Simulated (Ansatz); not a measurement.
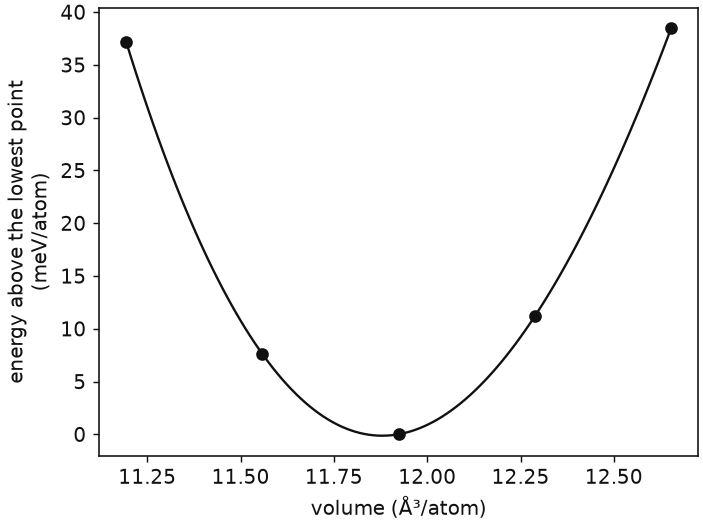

The figure shows the energy above the lowest point against volume.

Calculation (Ansatz 0.2.0 development build): equation of state of a cubic crystal from periodic Kohn-Sham density functional theory without spin, third-order Birch-Murnaghan fit to the free energies; pressure corrected for the finite basis. Level: HSE06.

For which of these solids was it computed?
A. KBr, Fm-3m (No. 225)
B. ZrN, Fm-3m (No. 225)
C. Co, Fm-3m (No. 225)

B, ZrN: energy above the lowest point from 0.0 meV/atom to 38.5 meV/atom, V0 11.88 Å³/atom, B0 273 GPa. The others give: KBr, energy above the lowest point from 0.00 meV/atom to 8.22 meV/atom, V0 37.04 Å³/atom, B0 14.2 GPa; Co, energy above the lowest point from 0.0 meV/atom to 32.1 meV/atom, V0 10.02 Å³/atom, B0 269 GPa.

For Co, limits of the calculation: coarse k-mesh, values are not converged in k; cubic model structure, not the ambient form; known magnet treated without spin, far from its ground state.

For ZrN, limits of the calculation: coarse k-mesh, values are not converged in k.
